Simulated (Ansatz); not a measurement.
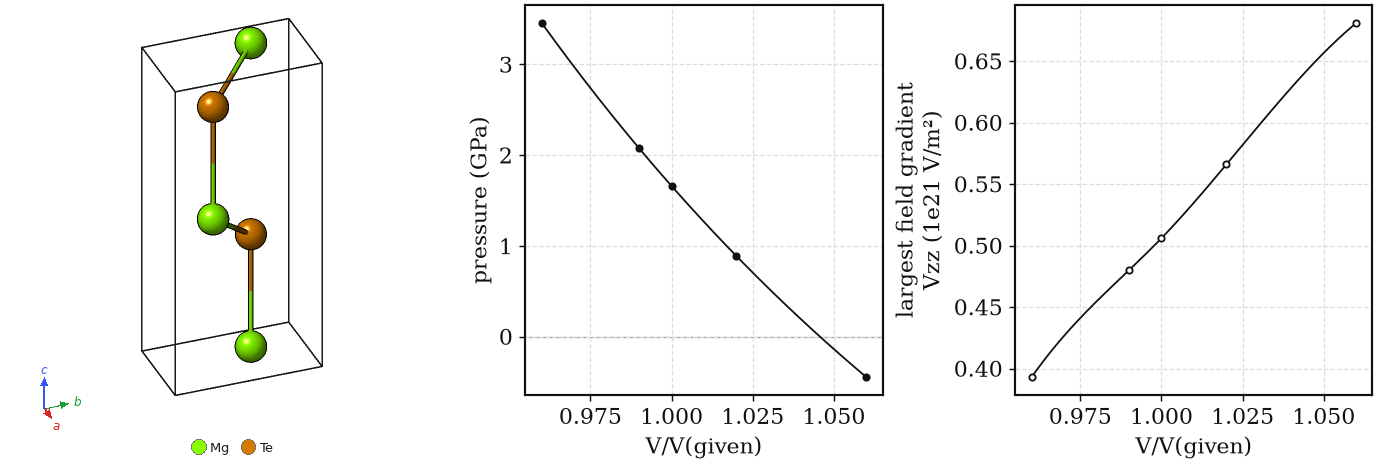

The plot gives the computed pressure and largest field gradient Vzz against V/V(given) for MgTe, space group P6_3mc (No. 186). The conventional cell is drawn beside the plot.

The given structure:
```
CELL_PARAMETERS angstrom
4.54000 0.00000 0.00000
-2.27000 3.93176 0.00000
0.00000 0.00000 7.39500
ATOMIC_POSITIONS crystal
Mg 0.33333 0.66667 0.00000
Mg 0.66667 0.33333 0.50000
Te 0.33333 0.66667 0.37000
Te 0.66667 0.33333 0.87000
```

Calculation (Ansatz 0.2.0): periodic Kohn-Sham DFT of a crystal at fixed atoms, scaled to the stated factor times the given cell; pressure positive in compression. Level: PBE.

- method: frozen-core PAW
- relativity: scalar
- k mesh: 9×9×5
- occupations: Fermi–Dirac
- smearing width: 0.03 eV
- wave cutoff: 420 eV
- PAW set: soft_2

V(given) is 33.00 Å³/atom.

Read off the course of the pressure.

Answer. It falls from 3.457 GPa at V/V(given) 0.96 to −0.447 GPa at 1.06, and changes sign near 1.05.

What does the largest field gradient Vzz do across the range?

Answer. It rises from 0.393 1e21 V/m² at V/V(given) 0.96 to 0.681 1e21 V/m² at 1.06.

Keep in mind: field gradient without spin-orbit coupling on heavy atoms; no spin-orbit coupling on heavy atoms; shape and atomic fractions are frozen while scaling, which makes layered, chain and framework solids too stiff.

The computed values:

```
V/V(given)  pressure (GPa)  largest field gradient Vzz (1e21 V/m²)
      0.96           3.457                                   0.393
      0.99           2.076                                   0.480
      1.00           1.660                                   0.506
      1.02           0.887                                   0.566
      1.06          -0.447                                   0.681
```
